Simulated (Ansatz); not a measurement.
**Geometry relaxation, with input and output: C₃₂Si₉₆ (part 2 of 3)**

C₃₂Si₉₆ (P1, 128 atoms in the cell); DFT, PBEsol, PAW, plane waves (Ansatz 0.2.0); cutoff 420 eV, 1×1×1 k-mesh, Fermi–Dirac smearing of 0.01 eV. The structure was built on a prototype by a generator.

Log, continued:
```
relax step  18: F+E_penalty+E_count = -67518.36407393 eV  Δ(F+E_penalty+E_count) = -1.878e-1 eV  max|allowed force component| = 3.012e-1 eV/Å  Δτ_max = 0.0963 Å  P = -0.080 GPa  Ω = 1887.503 Å³  energy of the carried Pulay correction = +4.678e-2 eV  fix = [alpha, beta, gamma, b/a, c/a]  reactions: b/a +0.832, c/a -0.093 GPa; alpha +1.099, beta -0.112, gamma -0.123 GPa/rad  (9 SCF iters, accepted)
relax step  19: F+E_penalty+E_count = -67518.39303426 eV  Δ(F+E_penalty+E_count) = -2.896e-2 eV  max|allowed force component| = 1.899e-1 eV/Å  Δτ_max = 0.0971 Å  P = +0.019 GPa  Ω = 1883.937 Å³  energy of the carried Pulay correction = +4.926e-2 eV  fix = [alpha, beta, gamma, b/a, c/a]  reactions: b/a +0.664, c/a -0.009 GPa; alpha +1.020, beta -0.055, gamma -0.069 GPa/rad  (6 SCF iters, dr2 thresh
relax step  20: F+E_penalty+E_count = -67518.41360979 eV  Δ(F+E_penalty+E_count) = -2.058e-2 eV  max|allowed force component| = 1.045e-1 eV/Å  Δτ_max = 0.0477 Å  P = +0.072 GPa  Ω = 1884.111 Å³  energy of the carried Pulay correction = +4.914e-2 eV  fix = [alpha, beta, gamma, b/a, c/a]  reactions: b/a +0.730, c/a -0.042 GPa; alpha +0.992, beta -0.080, gamma -0.021 GPa/rad  (6 SCF iters, dr2 thresh
relax step  21: F+E_penalty+E_count = -67518.42462958 eV  Δ(F+E_penalty+E_count) = -1.102e-2 eV  max|allowed force component| = 6.906e-2 eV/Å  Δτ_max = 0.0361 Å  P = -0.007 GPa  Ω = 1884.813 Å³  energy of the carried Pulay correction = +4.865e-2 eV  fix = [alpha, beta, gamma, b/a, c/a]  reactions: b/a +0.726, c/a -0.075 GPa; alpha +0.931, beta -0.096, gamma +0.044 GPa/rad  (6 SCF iters, dr2 thresh
relax step  22: F+E_penalty+E_count = -67518.43475981 eV  Δ(F+E_penalty+E_count) = -1.013e-2 eV  max|allowed force component| = 9.633e-2 eV/Å  Δτ_max = 0.0586 Å  P = -0.032 GPa  Ω = 1884.550 Å³  energy of the carried Pulay correction = +4.884e-2 eV  fix = [alpha, beta, gamma, b/a, c/a]  reactions: b/a +0.691, c/a -0.081 GPa; alpha +0.847, beta -0.103, gamma +0.122 GPa/rad  (6 SCF iters, dr2 thresh
relax step  23: F+E_penalty+E_count = -67518.46158470 eV  Δ(F+E_penalty+E_count) = -2.682e-2 eV  max|allowed force component| = 3.625e-1 eV/Å  Δτ_max = 0.1966 Å  P = -0.042 GPa  Ω = 1882.740 Å³  energy of the carried Pulay correction = +5.010e-2 eV  fix = [alpha, beta, gamma, b/a, c/a]  reactions: b/a +0.619, c/a -0.107 GPa; alpha +0.653, beta -0.137, gamma +0.354 GPa/rad  (6 SCF iters, dr2 thresh
relax step  24: F+E_penalty+E_count = -67518.48760664 eV  Δ(F+E_penalty+E_count) = -2.602e-2 eV  max|allowed force component| = 6.336e-1 eV/Å  Δτ_max = 0.1947 Å  P = -0.041 GPa  Ω = 1881.385 Å³  energy of the carried Pulay correction = +5.104e-2 eV  fix = [alpha, beta, gamma, b/a, c/a]  reactions: b/a +0.569, c/a -0.098 GPa; alpha +0.586, beta -0.159, gamma +0.470 GPa/rad  (6 SCF iters, dr2 thresh
relax step  25: F+E_penalty+E_count = -67518.54369473 eV  Δ(F+E_penalty+E_count) = -5.609e-2 eV  max|allowed force component| = 4.475e-1 eV/Å  Δτ_max = 0.1951 Å  P = +0.050 GPa  Ω = 1880.676 Å³  energy of the carried Pulay correction = +5.154e-2 eV  fix = [alpha, beta, gamma, b/a, c/a]  reactions: b/a +0.597, c/a -0.076 GPa; alpha +0.592, beta -0.133, gamma +0.497 GPa/rad  (6 SCF iters, dr2 thresh
relax step  26: F+E_penalty+E_count = -67518.61552619 eV  Δ(F+E_penalty+E_count) = -7.183e-2 eV  max|allowed force component| = 4.473e-1 eV/Å  Δτ_max = 0.0551 Å  P = +0.005 GPa  Ω = 1882.042 Å³  energy of the carried Pulay correction = +5.058e-2 eV  fix = [alpha, beta, gamma, b/a, c/a]  reactions: b/a +0.560, c/a -0.075 GPa; alpha +0.606, beta -0.116, gamma +0.524 GPa/rad  (6 SCF iters, dr2 thresh
relax step  27: F+E_penalty+E_count = -67518.74904740 eV  Δ(F+E_penalty+E_count) = -1.335e-1 eV  max|allowed force component| = 7.491e-1 eV/Å  Δτ_max = 0.1917 Å  P = -0.133 GPa  Ω = 1883.041 Å³  energy of the carried Pulay correction = +4.989e-2 eV  fix = [alpha, beta, gamma, b/a, c/a]  reactions: b/a +0.413, c/a -0.002 GPa; alpha +0.841, beta -0.128, gamma +0.510 GPa/rad  (6 SCF iters, dr2 thresh
relax step  28: F+E_penalty+E_count = -67519.05178691 eV  Δ(F+E_penalty+E_count) = -3.027e-1 eV  max|allowed force component| = 5.104e-1 eV/Å  Δτ_max = 0.1949 Å  P = -0.110 GPa  Ω = 1881.707 Å³  energy of the carried Pulay correction = +5.082e-2 eV  fix = [alpha, beta, gamma, b/a, c/a]  reactions: b/a +0.410, c/a -0.029 GPa; alpha +0.989, beta -0.283, gamma +0.609 GPa/rad  (6 SCF iters, dr2 thresh
relax step  29: F+E_penalty+E_count = -67519.12908624 eV  Δ(F+E_penalty+E_count) = -7.730e-2 eV  max|allowed force component| = 1.588e0 eV/Å  Δτ_max = 0.1946 Å  P = +0.093 GPa  Ω = 1878.254 Å³  energy of the carried Pulay correction = +5.323e-2 eV  fix = [alpha, beta, gamma, b/a, c/a]  reactions: b/a +0.699, c/a -0.177 GPa; alpha +1.381, beta -0.534, gamma +0.693 GPa/rad  (6 SCF iters, dr2 thresho
relax step  30: F+E_penalty+E_count = -67519.36711789 eV  Δ(F+E_penalty+E_count) = -2.380e-1 eV  max|allowed force component| = 8.737e-1 eV/Å  Δτ_max = 0.2000 Å  P = +0.159 GPa  Ω = 1874.186 Å³  energy of the carried Pulay correction = +5.607e-2 eV  fix = [alpha, beta, gamma, b/a, c/a]  reactions: b/a +0.646, c/a -0.220 GPa; alpha +1.403, beta -0.526, gamma +0.777 GPa/rad  (6 SCF iters, dr2 thresh
relax step  31: F+E_penalty+E_count = -67519.39286230 eV  Δ(F+E_penalty+E_count) = -2.574e-2 eV  max|allowed force component| = 1.123e0 eV/Å  Δτ_max = 0.1908 Å  P = -0.083 GPa  Ω = 1875.655 Å³  energy of the carried Pulay correction = +5.505e-2 eV  fix = [alpha, beta, gamma, b/a, c/a]  reactions: b/a +0.602, c/a -0.212 GPa; alpha +1.442, beta -0.507, gamma +0.838 GPa/rad  (6 SCF iters, dr2 thresho
relax step  32: F+E_penalty+E_count = -67519.18003609 eV  Δ(F+E_penalty+E_count) = +2.128e-1 eV  max|allowed force component| = 5.691e-1 eV/Å  Δτ_max = 0.2000 Å  P = +0.211 GPa  Ω = 1876.360 Å³  energy of the carried Pulay correction = +5.455e-2 eV  fix = [alpha, beta, gamma, b/a, c/a]  (6 SCF iters, dr2 threshold 1.28e-5 eV, rejected (line search))
relax step  33: F+E_penalty+E_count = -67519.50445383 eV  Δ(F+E_penalty+E_count) = -1.116e-1 eV  max|allowed force component| = 1.713e-1 eV/Å  Δτ_max = 0.0955 Å  P = -0.017 GPa  Ω = 1876.122 Å³  energy of the carried Pulay correction = +5.472e-2 eV  fix = [alpha, beta, gamma, b/a, c/a]  reactions: b/a +0.673, c/a -0.330 GPa; alpha +1.317, beta -0.518, gamma +0.922 GPa/rad  (9 SCF iters, accepted)
relax step  34: F+E_penalty+E_count = -67519.51015851 eV  Δ(F+E_penalty+E_count) = -5.705e-3 eV  max|allowed force component| = 7.158e-2 eV/Å  Δτ_max = 0.0324 Å  P = +0.010 GPa  Ω = 1875.918 Å³  energy of the carried Pulay correction = +5.486e-2 eV  fix = [alpha, beta, gamma, b/a, c/a]  reactions: b/a +0.658, c/a -0.332 GPa; alpha +1.280, beta -0.521, gamma +0.926 GPa/rad  (6 SCF iters, dr2 thresh
relax step  35: F+E_penalty+E_count = -67519.51377973 eV  Δ(F+E_penalty+E_count) = -3.621e-3 eV  max|allowed force component| = 4.997e-2 eV/Å  Δτ_max = 0.0205 Å  P = +0.014 GPa  Ω = 1875.728 Å³  energy of the carried Pulay correction = +5.499e-2 eV  fix = [alpha, beta, gamma, b/a, c/a]  reactions: b/a +0.672, c/a -0.339 GPa; alpha +1.293, beta -0.522, gamma +0.929 GPa/rad  (6 SCF iters, dr2 thresh
SCF 36 converged in 6 iterations: F = -67519.514213 eV  dr2 = 2.69e-10
relax step  36: F+E_penalty+E_count = -67519.51421266 eV  Δ(F+E_penalty+E_count) = -4.329e-4 eV  max|allowed force component| = 2.772e-2 eV/Å  Δτ_max = 0.0026 Å  P = -0.001 GPa  Ω = 1875.943 Å³  energy of the carried Pulay correction = +5.484e-2 eV  fix = [alpha, beta, gamma, b/a, c/a]  reactions: b/a +0.675, c/a -0.338 GPa; alpha +1.294, beta -0.527, gamma +0.931 GPa/rad  (6 SCF iters, dr2 thresh
Initial wavefunctions: pseudopotential atomic-orbital guess (no wavefunctions were taken with the density)
iter 1 solved again at ethr=1.49e-7 eV; its pass at ethr=3.10e-3 eV (dr2=7.61e-4 eV) is discarded
SCF iter   1: F=—  HF=-67519.468063 eV  |F-HF|=—  |Δ(HF+E_count)|=         —  Δρ=9.16e-5  dr2=2.61e-5  ethr=1.49e-7  ⟨swp⟩=7.0  Hψ=3193  notcnv=0
SCF iter   2: F=—  HF=-67519.468185 eV  |F-HF|=—  |Δ(HF+E_count)|=   1.23e-4  Δρ=4.71e-5  dr2=5.45e-6  ethr=5.09e-9  ⟨swp⟩=2.0  Hψ=594  notcnv=0
SCF iter   3: F=—  HF=-67519.468196 eV  |F-HF|=—  |Δ(HF+E_count)|=   1.13e-5  Δρ=4.30e-6  dr2=6.24e-8  ethr=1.06e-9  ⟨swp⟩=2.0  Hψ=640  notcnv=0
iter 4 did not close the SCF: its close was put off for the readings that it lacked (scf_convergence_deferred on its scf_iter line)
SCF iter   4: F=-67519.468197 eV  HF=-67519.468197 eV  |F-HF|=3.49e-10  |Δ(HF+E_count)|=   9.41e-8  Δρ=2.72e-7  dr2=8.85e-10  ethr=1.22e-11  ⟨swp⟩=2.0  Hψ=640  notcnv=0
iter 5 did not close the SCF: its close was put off for the readings that it lacked (scf_convergence_deferred on its scf_iter line)
SCF iter   5: F=-67519.468197 eV  HF=-67519.468197 eV  |F-HF|=5.82e-11  |Δ(HF+E_count)|=  1.75e-10  Δρ=4.49e-8  dr2=2.78e-11  ethr=1.00e-12  ⟨swp⟩=2.0  Hψ=385  notcnv=0
iter 6 did not close the SCF: its close was put off for the readings that it lacked (scf_convergence_deferred on its scf_iter line)
SCF iter   6: F=-67519.468197 eV  HF=-67519.468197 eV  |F-HF|=4.37e-11  |Δ(HF+E_count)|=  2.91e-11  Δρ=1.28e-8  dr2=3.34e-12  ethr=1.00e-12  ⟨swp⟩=1.0  Hψ=384  notcnv=0
iter 7 did not close the SCF: its close was put off for the readings that it lacked (scf_convergence_deferred on its scf_iter line)
SCF iter   7: F=-67519.468197 eV  HF=-67519.468197 eV  |F-HF|=4.37e-11  |Δ(HF+E_count)|=  4.37e-11  Δρ=7.28e-9  dr2=1.07e-12  ethr=1.00e-12  ⟨swp⟩=1.0  Hψ=384  notcnv=0
SCF iter   8: F=-67519.468197 eV  HF=-67519.468197 eV  |F-HF|=2.91e-11  |Δ(HF+E_count)|=  7.28e-11  Δρ=1.56e-9  dr2=8.57e-14  ethr=1.00e-12  ⟨swp⟩=8.0  Hψ=1271  notcnv=0
SCF 37 converged in 8 iterations: F = -67519.468197 eV  dr2 = 8.57e-14
relax step  37: F+E_penalty+E_count = -67519.46819657 eV  Δ(F+E_penalty+E_count) = +4.602e-2 eV  max|allowed force component| = 2.721e-2 eV/Å  Δτ_max = 0.0000 Å  P = -0.037 GPa  Ω = 1875.943 Å³  fix = [alpha, beta, gamma, b/a, c/a]  reactions: b/a +0.675, c/a -0.338 GPa; alpha +1.293, beta -0.527, gamma +0.930 GPa/rad  stress off target by 3.68e-2 GPa on what of the cell is left free  SCF on the b
```

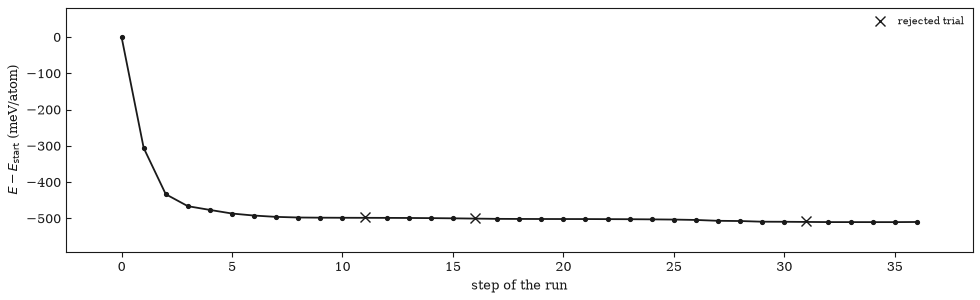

Progress of the relaxation, step by step (the first geometry is step 0 here and step 1 in the log).

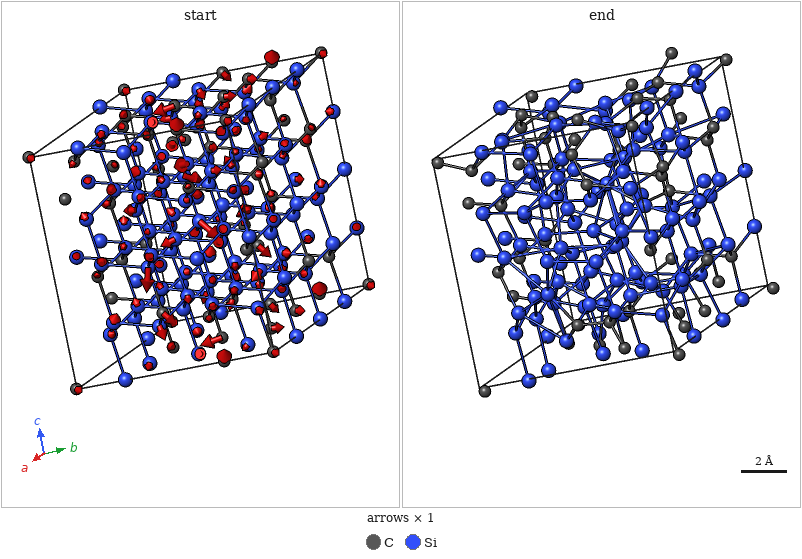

Before (left) and after (right) the relaxation, at one scale (ball-and-stick view of the cell of the calculation (origin shifted), seen slightly off an axis). The red arrows give the displacements (without the part carried along by the change of the cell), at true length. Over 36 geometry steps the energy falls by 510 meV per atom. Largest force component: 6.5 eV/Å at the start, 0.027 eV/Å at the end. Pressure: 8.13 GPa at the start and −0.04 GPa at the end. The line search rejected the trial steps at points 11, 16, 31 (counted from 0) and went back. Si126 moves most relative to the cell: 1.30 Å. By element the largest moves are Si 1.30 Å, C 1.10 Å. The volume changes by −4.1 %, with a = b = c 14.038 → 13.843 Å (−1.4 %). Among the contacts that change: C6–Si91 3.510 → 1.961 Å, C32–Si65 2.176 → 3.694 Å, Si49–Si111 4.143 → 2.671 Å, C6–Si48 2.158 → 3.567 Å. New bonds form: C11–C17 (2.11 → 1.59 Å), C12–C30 (2.15 → 1.59 Å), C13–C19 (2.12 → 1.59 Å), C14–Si47 (3.47 → 2.08 Å). Bonds break: C32–Si65 (2.18 → 3.69 Å), C6–Si48 (2.16 → 3.57 Å), Si56–Si91 (2.15 → 3.41 Å). Among the angles that change: C6–Si126–Si91 109.9° → 47.0°, C23–Si111–Si72 108.9° → 164.3°, Si91–Si126–Si113 110.7° → 61.4°. The space group stays P1 (No. 1). (Atoms are counted from 1 in the order of the input.)

```
SCF converged after 8 iterations
Free energy (F): -67519.468197 eV
Harris-Foulkes:  -67519.468197 eV  (|F-HF|=2.91e-11)
Internal energy: -67519.468186 eV  (E = F + TS)
E sigma→0 (E₀):  -67519.468191 eV
Entropy (-TS):   -0.000010 eV (-0.000 meV/atom)
Fermi energy:    8.314854 eV
--- Per-component energies (eV) ---
  E_band       = 1086.318172
  E_kinetic    = 6799.342171
  E_local      = -7030.376427  (includes V_loc(G=0)·N_el)
  E_nonlocal   = 3342.294394
  E_hartree    = 2432.122304
  E_xc         = -6821.345408
  E_vxc        = -6454.252016  (∫ρ·V_xc dr)
  E_paw        = -50933.967023  (= ΣΔE_a)
  E_vpaw       = -434.935376  (= ΣTr[D̂ρ^β])
  E_aug_tail   = 0.000809  (compensation charges beyond the density's cutoff)
  E_ewald      = -15311.244046
  E_core_change = 3.705039  (= ΣΔE_core)
  E_smearing   = -0.000010  (= −TS)
  E_closure    = -0.000000  (closes the sum)
  Σ components = -67519.468197   (vs F -67519.468197, Δ=0.00e0)
--- Forces (eV/Å), atoms counted from 1 ---
  atom   1  C     -0.01113248    -0.00577100    -0.01170503
  atom   2  C     -0.00278183     0.00311828     0.00467617
  atom   3  C     -0.00282116    -0.00653534     0.00526917
  atom   4  C      0.00324429    -0.01016421    -0.00904893
  atom   5  C     -0.00112498     0.00102282    -0.00048562
  atom   6  C      0.00128641     0.00406924    -0.00653773
  atom   7  C      0.00148404     0.00300266    -0.00104996
  atom   8  C     -0.00036407     0.00692837    -0.00688083
  atom   9  C     -0.00331697    -0.00133130    -0.00195294
  atom  10  C      0.00031100    -0.00313614    -0.00017539
  atom  11  C     -0.00199122    -0.00957095    -0.00982045
  atom  12  C      0.00434283    -0.00100370     0.00378061
  atom  13  C     -0.00138067     0.00034337    -0.00049690
  atom  14  C      0.00833340     0.01219782    -0.00286890
  atom  15  C      0.00381621     0.00015017     0.00478580
  atom  16  C     -0.00051427     0.00057026    -0.00208614
  atom  17  C     -0.01292862     0.02721249    -0.00356396
  atom  18  C      0.00144100    -0.00162293    -0.00122680
  atom  19  C      0.00021539    -0.00206654     0.00005169
  atom  20  C      0.00027647     0.00065654     0.00121448
  atom  21  C     -0.00115743     0.00029289     0.00236408
  atom  22  C     -0.00116285     0.00132575     0.00091626
  atom  23  C      0.00366624     0.00022885     0.00486268
  atom  24  C     -0.00147854     0.00037732     0.00037533
  atom  25  C      0.00183754     0.00127498    -0.00376214
  atom  26  C     -0.00094451    -0.00127861     0.00061406
  atom  27  C     -0.00770301     0.00797574     0.00742464
  atom  28  C     -0.00211638    -0.00101580     0.00071174
  atom  29  C      0.02176004    -0.01595986     0.00776108
  atom  30  C     -0.00384396     0.00164258    -0.00245586
  atom  31  C      0.00165472    -0.00554540     0.00146715
  atom  32  C      0.00256640    -0.00247074    -0.00517219
  atom  33  Si    -0.00080710     0.00161011     0.00094886
  atom  34  Si     0.00335193    -0.00345239    -0.00027836
  atom  35  Si     0.00148981     0.00175309     0.00114690
  atom  36  Si     0.00020093     0.00034771    -0.00292563
  atom  37  Si     0.00059719    -0.00046333     0.00044295
  atom  38  Si     0.00180601     0.00123226     0.00211411
  atom  39  Si     0.00051562     0.00208119     0.00063133
  atom  40  Si     0.00199028     0.00076169    -0.00039478
  atom  41  Si    -0.00070947     0.00082454     0.00082749
  atom  42  Si     0.00008737    -0.00085802    -0.00043535
  atom  43  Si     0.00489763    -0.00353534    -0.00055220
  atom  44  Si    -0.00001042    -0.00120781    -0.00035005
  atom  45  Si     0.00125255    -0.00069659    -0.00096604
  atom  46  Si    -0.00056897     0.00035852     0.00173907
  atom  47  Si    -0.00282843    -0.00100090     0.01089790
  atom  48  Si    -0.00055186    -0.00143568    -0.00093625
  atom  49  Si     0.00171791    -0.00335322     0.00234495
  atom  50  Si     0.00003428     0.00008739     0.00123345
  atom  51  Si    -0.00029524    -0.00068436     0.00074655
  atom  52  Si     0.00007723    -0.00074624    -0.00119841
  atom  53  Si     0.00099201    -0.00103912     0.00168574
  atom  54  Si    -0.00070113     0.00105932     0.00051495
  atom  55  Si     0.00141634    -0.00027896     0.00099133
  atom  56  Si    -0.01250314     0.00027946     0.00202023
  atom  57  Si    -0.00289307     0.00451853     0.00273925
  atom  58  Si    -0.00121006    -0.00072060     0.00110034
  atom  59  Si     0.00038667     0.00025987    -0.00160786
  atom  60  Si     0.00023821     0.00079268    -0.00084519
  atom  61  Si     0.00091548    -0.00214159     0.00211243
  atom  62  Si     0.00140038     0.00041354     0.00027743
  atom  63  Si     0.00205126     0.00136288     0.00283481
  atom  64  Si    -0.00129897     0.00239892     0.00108732
  atom  65  Si     0.00091096    -0.00235026    -0.00038893
  atom  66  Si    -0.00256216     0.00286655     0.00460398
  atom  67  Si     0.00102329    -0.00172047    -0.00130536
  atom  68  Si    -0.00141582     0.00112756     0.00033641
  atom  69  Si     0.00051513     0.00037179     0.00047274
  atom  70  Si     0.00068692     0.00017313     0.00272627
  atom  71  Si     0.00062613    -0.00230158     0.00124471
  atom  72  Si     0.00103487    -0.00139689     0.00041613
  atom  73  Si    -0.00019595    -0.00034156    -0.00003786
  atom  74  Si     0.00175941    -0.00035974     0.00092723
  atom  75  Si     0.00243344     0.00189704    -0.00017706
  atom  76  Si     0.00040276    -0.00156647     0.00002276
  atom  77  Si    -0.00147443    -0.00116394     0.00008185
  atom  78  Si     0.00026356     0.00021884    -0.00060686
  atom  79  Si     0.00036685     0.00074714     0.00017191
  atom  80  Si     0.00018372    -0.00058491     0.00020137
  atom  81  Si    -0.00083829    -0.00111654    -0.00198944
  atom  82  Si    -0.00093589    -0.00219238    -0.00322535
  atom  83  Si     0.00015453    -0.00757452    -0.00245200
  atom  84  Si    -0.00139169    -0.00266612     0.00005365
  atom  85  Si    -0.00096392    -0.00025638    -0.00081381
  atom  86  Si    -0.00257957     0.00055441     0.00181428
  atom  87  Si    -0.00085202     0.00250663    -0.00088757
  atom  88  Si     0.00017359     0.00220601    -0.00014855
  atom  89  Si     0.00036658     0.00083000    -0.00121521
  atom  90  Si    -0.00233850     0.00001749    -0.00005096
  atom  91  Si    -0.00202712    -0.00119510     0.00377421
  atom  92  Si     0.00066116     0.00096319     0.00077110
  atom  93  Si    -0.00068432     0.00094307    -0.00126236
  atom  94  Si    -0.00014686     0.00235967    -0.00285784
  atom  95  Si     0.00157379     0.00067651    -0.00033936
  atom  96  Si     0.00083288     0.00226877     0.00017264
  atom  97  Si    -0.00164406    -0.00036505    -0.00126432
  atom  98  Si    -0.00025492    -0.00007171     0.00417377
  atom  99  Si    -0.00127561    -0.00065686     0.00099714
  atom 100  Si    -0.00179196    -0.00118435     0.00134517
  atom 101  Si     0.00037750    -0.00004386    -0.00129048
  atom 102  Si    -0.00039573     0.00099912     0.00047886
  atom 103  Si     0.00133007    -0.00240563     0.00157242
  atom 104  Si     0.00109363    -0.00203148    -0.00082318
  atom 105  Si     0.00001444     0.00091238    -0.00032073
  atom 106  Si     0.00039406     0.00103741     0.00180040
  atom 107  Si     0.00072893    -0.00055225    -0.00186401
  atom 108  Si    -0.00009442    -0.00003750    -0.00115915
  atom 109  Si     0.00013842    -0.00015896    -0.00041976
  atom 110  Si     0.00122240    -0.00083161    -0.00183499
  atom 111  Si    -0.00376329    -0.00135692    -0.00339435
  atom 112  Si     0.00144083    -0.00208253     0.00144305
  atom 113  Si    -0.00146280     0.00376293    -0.00578243
  atom 114  Si     0.00279886     0.00225373     0.00022083
  atom 115  Si    -0.00090988     0.00098780    -0.00016330
```
